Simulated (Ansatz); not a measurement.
Zn₂₆Se₂₇ (cell charge −1, with a compensating background) (cell with a defect)

Zn₂₆Se₂₇ (cell charge −1, with a compensating background) (cell with a defect), 53 atoms, a = 12.16 Å, b = 12.16 Å, c = 12.16 Å, α = 60.00°, β = 60.00°, γ = 60.00°.

Spin-polarised.

These are results of Ansatz 0.2.0, DFT PBE, scalar-relativistic, plane waves, PAW, not measurements.

The density is the valence pseudo-density of a PAW calculation; it isn't the true density close to the nuclei.

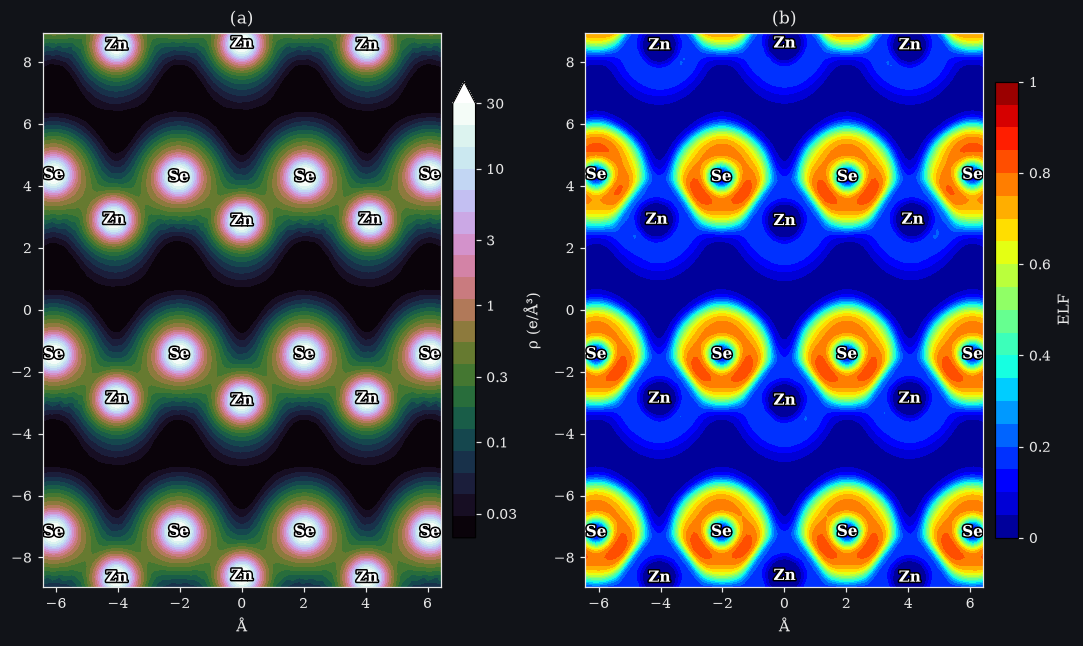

Figure 1. (a) valence charge density (pseudo); (b) electron localisation function on the (11̄0) plane of the calculation cell.

What does the map show?

Answer. The section cuts through Zn and Se sites.
Zn–Se (2.43 Å): ρ is about 0.49 e/Å³ halfway; the ELF is about 0.60 at the midpoint.
Zn–Se (2.50 Å): the density is about 0.43 e/Å³ at the midpoint; the ELF is about 0.60 at the midpoint.
Between the atoms the lowest density in this plane is 0.01 e/Å³.

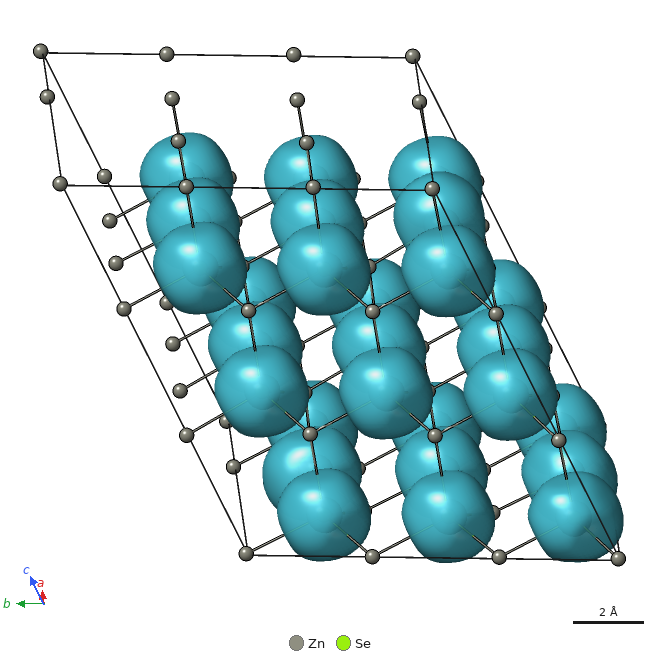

Figure 2. Isosurface of the electron localisation function at 0.6 (cyan), seen at an oblique angle. Core shells and regions of very low density are left out. Sticks mark near contacts.

What do the ELF domains correspond to?

Answer. The ELF exceeds this value in 27 regions wrapped around Se (the valence shell of each), counted in one cell of 53 atoms. Regions shared between cells count once. Profiles from the grid: Zn–Se (2.48 Å): the ELF is about 0.60 at the midpoint.

Does the calculation give a band gap?

Answer. It is gapless in this calculation (a metal or semimetal).
